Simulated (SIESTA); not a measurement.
System: Al₂O₃, space group P-3m1 (No. 164).

Structure:
```xyz
5
Lattice="3.0175 0.0000 0.0000 -1.5087 2.6132 0.0000 0.0000 0.0000 7.5746" Properties=species:S:1:pos:R:3 pbc="T T T"
Al    0.0000    0.0000    5.4693
Al    0.0000    0.0000    2.1054
O     0.0000    0.0000    3.7873
O     1.5087    0.8711    6.0638
O     0.0000    1.7421    1.5108
```

How it was computed, with SIESTA 5.4.2: DFT in numerical atomic orbitals with pseudopotentials, no spin polarisation; energies at scaled volumes of the given cell, shape and fractions fixed, counted from the fit's minimum, third-order Birch-Murnaghan fit. Level: PBE.

```csv
setting,value
k mesh,10×10×4
occupations,Fermi–Dirac
smearing width,0.05 eV
potentials,"PseudoDojo 0.4 standard, converted to PSML, two zetas on semicore shells"
program settings,"basis DZP, mesh cutoff 800 Ry"
```

Predict the energy and pressure against volume. The volume takes the values 11.23, 11.47, 11.71, 11.95, 12.18, 12.42, 12.66 Å³/atom.

A third-order Birch–Murnaghan fit gives V0 = 12.00 Å³/atom, B0 = 152 GPa and B′ = 4.4. The energy is 26.75 meV/atom at volume 11.23 Å³/atom and 15.62 meV/atom at 12.66 Å³/atom; the lowest computed point is at volume 11.95 Å³/atom (0.14 meV/atom), in a single well. The pressure falls from 11.75 GPa at volume 11.23 Å³/atom to −7.23 GPa at 12.66 Å³/atom, and changes sign near 12.01 Å³/atom.

```
volume (Å³/atom)  energy (meV/atom)  pressure (GPa)
           11.23              26.75           11.75
           11.47              12.32            7.69
           11.71               3.64            4.03
           11.95               0.14            0.74
           12.18               1.26           -2.20
           12.42               6.57           -4.85
           12.66              15.62           -7.23
```

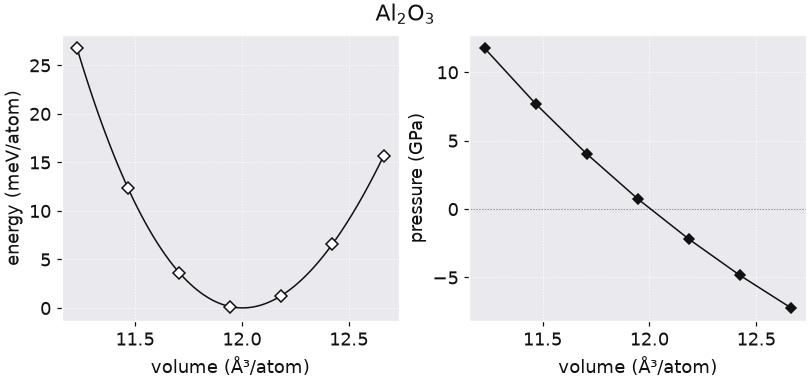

Keep in mind: mulliken charges of long orbitals; shape and atomic fractions are frozen while scaling, which makes layered, chain and framework solids too stiff.
